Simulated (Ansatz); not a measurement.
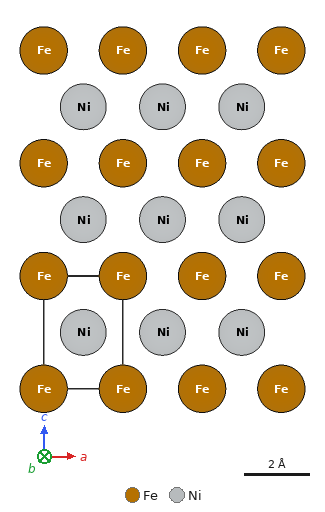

This is the input geometry for a relaxation of crystalline FeNi (set up in P4/mmm). A spheres-only model of the cell of the calculation, repeated 3 × 1 × 3 with one cell outlined, seen along the b axis.

Computed with DFT LDA, scalar-relativistic, plane waves, PAW in Ansatz.

Input
```yaml
crystal:
  lattice:
    - [2.4432188725, 0.0, 0.0]
    - [0.0, 2.4432188725, 0.0]
    - [0.0, 0.0, 3.4786420197]
  atoms:
    - { symbol: Fe, position: [0.0, 0.0, 0.0], spin: 2.68 }
    - { symbol: Ni, position: [0.5, 0.5, 0.5], spin: 0.76 }
basis:
  ecutwfc: 420
kpoints:
  mp_grid: { grid: [18, 18, 12] }
hamiltonian:
  xc: lda
scf:
  occupations: { method: gaussian, width: 0.1 }
output:
  forces: true
  stress: true
  eigenvalues: true
  populations: true
magnetization:
  spin_polarized: true
relax:
  adjacent_minimum: "off"
  f_tol: 0.005
  max_steps: 80
  cell: { stress_tol: 0.05 }
```

Run as
```bash
ansatz run input.yaml --threads 1 --pin off --max-ram 3072MiB --backend cpu --events-out ev --progress --plain --runs-dir out
```

What does the optimiser find from here?

After 3 accepted moves (4 points after the start) the energy has fallen by 0.6 meV per atom. All forces vanish by symmetry, so only the cell relaxes. The pressure goes from −0.88 to 0.01 GPa. The SCF was repeated once at an unchanged geometry on a basis and grid sized afresh for the cell, which shifted the energy by less than 0.05 meV per atom at most. No atom moves by more than 0.005 Å relative to the cell. The volume changes by −0.4 %, with a = b 2.443 → 2.430 Å (−0.5 %), c 3.479 → 3.500 Å (+0.6 %). Near-neighbour distances that change, for instance: Fe1–Fe1 2.443 → 2.430 Å, Ni2–Ni2 2.443 → 2.430 Å. The space group stays P4/mmm (No. 123). The run took 2.5 min on 1 thread of Arm Neoverse V1 (shared host), peak memory 0.58 GiB.
